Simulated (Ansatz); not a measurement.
## A series of single points on Sr

System: Sr (P2₁/m, 2 atoms in the cell).
Method: DFT PBEsol, scalar-relativistic, plane waves, PAW, no spin polarisation (Ansatz 0.2.0).

The 5 runs differ only in the geometry, by a strain of the cell at fixed fractional positions. Against run 3, the strain is εxx = η. The structure derives from an entry of the Crystallography Open Database.

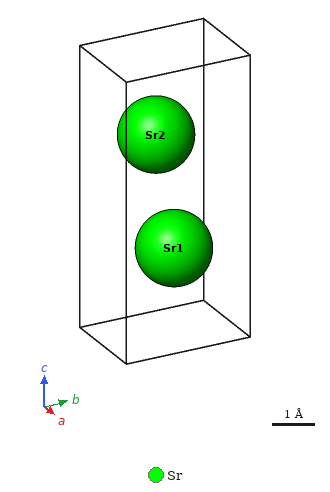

Figure 1. The structure of run 3 (spheres-only view of the cell of the calculation, seen slightly off an axis; atoms are numbered from 1 in the order of the input).

**Input of run 3**
```yaml
crystal:
  lattice:
    - [4.1945366888, 0.0, 0.0]
    - [-2.0972683444, 3.6325753296, 0.0]
    - [0.0, 0.0, 6.8785266073]
  atoms:
    - { symbol: Sr, position: [0.2498914598, 0.6666666667, 0.25] }
    - { symbol: Sr, position: [0.7501085402, 0.3333333333, 0.75] }
basis:
  ecutwfc: 420
kpoints:
  mp_grid: { grid: [12, 12, 8] }
hamiltonian:
  xc: pbesol
scf:
  occupations: { method: gaussian, width: 0.15 }
output:
  forces: true
  stress: true
  eigenvalues: true
```

Command:
```bash
ansatz run input.yaml --threads 1 --pin off --max-ram 2048MiB --backend cpu --events-out ev --progress --plain --runs-dir out
```

Lattice vectors (Å) and fractional positions of run 3:
```
   4.194537    0.000000    0.000000
  -2.097268    3.632575    0.000000
   0.000000    0.000000    6.878527
Sr  0.249891  0.666667  0.250000
Sr  0.750109  0.333333  0.750000
```

Run 4 differs from it as follows:
```diff
-    - [4.1945366888, 0.0, 0.0]
-    - [-2.0972683444, 3.6325753296, 0.0]
+    - [4.3413454729, 0.0, 0.0]
+    - [-2.1706727365, 3.6325753296, 0.0]
```

**Results, with one run withheld**

| run | strain parameter η (%) | free energy per atom, from the lowest run given (meV) | pressure (GPa) |
| --- | --- | --- | --- |
| 1 | −7.0000 | 14.45 | 0.90 |
| 2 | −3.5000 | 0.93 | 0.40 |
| 3 | 0.0000 | 0.00 | −0.02 |
| 4 | 3.5000 | ? | ? |
| 5 | 7.0000 | 25.67 | −0.67 |

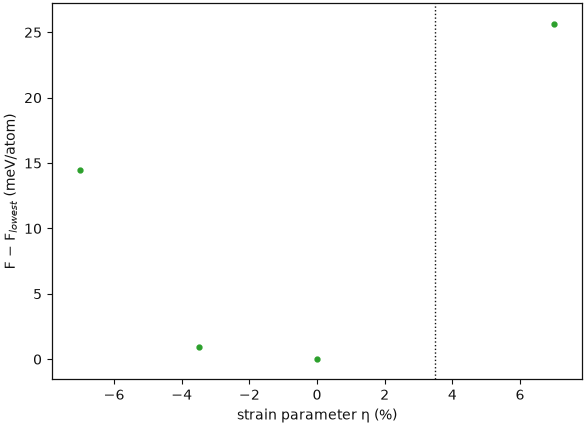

Figure 2. Free energy per atom of the runs given; the dotted line marks run 4.

What should run 4 give?

A quadratic polynomial in the coordinate, fitted to the 4 runs given, misses them by at most 0.74 meV per atom. With x = η + 0.8750, it reads F = −0.96236 + 0.094974 x + 0.41889 x² (meV per atom). At run 4 it gives 7.47 meV per atom, and the run itself gives 8.88. The fit has its minimum at η = −0.9884 %. So low a polynomial doesn't follow these energies more closely.

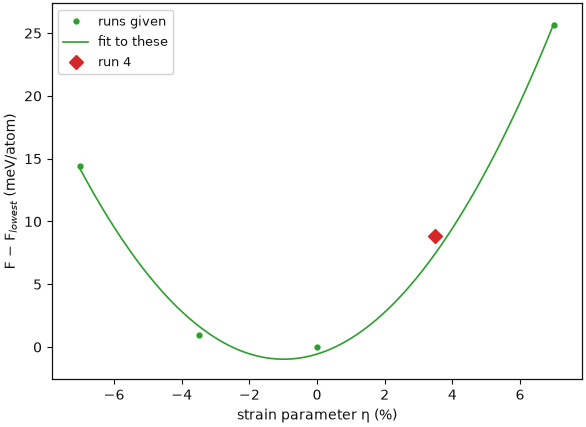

Figure 3. The fit and the withheld run.

**Output, shortened to warnings, some set-up lines, iterations and results (run 4)**
```
Basis set: ecut = 420 eV, 2137 PW (Γ), exchange–correlation on 60×60×96 points (8 copies of the dense FFT grid, shifted against one another)
Symmetry: 4 space group operations
k-points: 370 of 1152
Initial density: superposition of atomic densities (neutral atoms: chi_scale 0, normalization atom), corrected by the library's trained network
[...]
SCF iter   1: F=—  HF=-6984.343993 eV  |F-HF|=—  |Δ(HF+E_count)|=         —  Δρ=1.75e-3  dr2=5.43e-3  ethr=1.77e-3  ⟨swp⟩=8.4  Hψ=37420  notcnv=0
SCF iter   2: F=—  HF=-6984.344438 eV  |F-HF|=—  |Δ(HF+E_count)|=   4.46e-4  Δρ=1.01e-3  dr2=2.54e-3  ethr=2.72e-5  ⟨swp⟩=2.2  Hψ=10934  notcnv=0
SCF iter   3: F=—  HF=-6984.343941 eV  |F-HF|=—  |Δ(HF+E_count)|=   4.98e-4  Δρ=2.14e-4  dr2=9.70e-5  ethr=1.27e-5  ⟨swp⟩=1.5  Hψ=5545  notcnv=0
SCF iter   4: F=—  HF=-6984.343915 eV  |F-HF|=—  |Δ(HF+E_count)|=   2.56e-5  Δρ=5.36e-5  dr2=2.93e-6  ethr=4.85e-7  ⟨swp⟩=2.5  Hψ=7398  notcnv=0
SCF iter   5: F=—  HF=-6984.343916 eV  |F-HF|=—  |Δ(HF+E_count)|=   7.64e-7  Δρ=1.23e-5  dr2=1.94e-7  ethr=1.46e-8  ⟨swp⟩=2.4  Hψ=8671  notcnv=0
SCF iter   6: F=-6984.343916 eV  HF=-6984.343916 eV  |F-HF|=3.64e-11  |Δ(HF+E_count)|=   5.03e-8  Δρ=2.67e-6  dr2=1.23e-8  ethr=5.00e-10  ⟨swp⟩=7.2  Hψ=28244  notcnv=0
SCF 1 converged in 6 iterations: F = -6984.343916 eV  dr2 = 1.23e-8
SCF converged after 6 iterations
Free energy (F): -6984.343916 eV
Harris-Foulkes:  -6984.343916 eV  (|F-HF|=3.64e-11)
Internal energy: -6984.316893 eV  (E = F + TS)
E sigma→0 (E₀):  -6984.330405 eV
Entropy (-TS):   -0.027023 eV (-13.511 meV/atom)
Fermi energy:    5.060866 eV
--- Per-component energies (eV) ---
  E_band       = -271.500453
  E_kinetic    = 482.908509
  E_local      = -1540.554021  (includes V_loc(G=0)·N_el)
  E_nonlocal   = 408.605502
  E_hartree    = 389.034526
  E_xc         = -338.860716
  E_vxc        = -317.087261  (∫ρ·V_xc dr)
  E_paw        = -5289.150514  (= ΣΔE_a)
  E_vpaw       = -83.444100  (= ΣTr[D̂ρ^β])
  E_aug_tail   = -0.000003  (compensation charges beyond the density's cutoff)
  E_ewald      = -1096.568872
  E_core_change = 0.268695  (= ΣΔE_core)
  E_smearing   = -0.027023  (= −TS)
  E_closure    = 0.000000  (closes the sum)
  Σ components = -6984.343916   (vs F -6984.343916, Δ=0.00e0)
--- Forces (eV/Å), atoms counted from 1 ---
  atom   1  Sr     0.20203034     0.11783414     0.00000000
  atom   2  Sr    -0.20203034    -0.11783414     0.00000000
  max |Σ_I F_I| component: 2.78e-17 eV/Å
--- Stress (GPa, compression-positive) ---
       -1.148592       0.789080       0.000000
        0.789080      -0.348193       0.000000
        0.000000       0.000000       0.378067
  P = ⅓ Tr σ = -0.3729 GPa (-3.729 kbar)
```
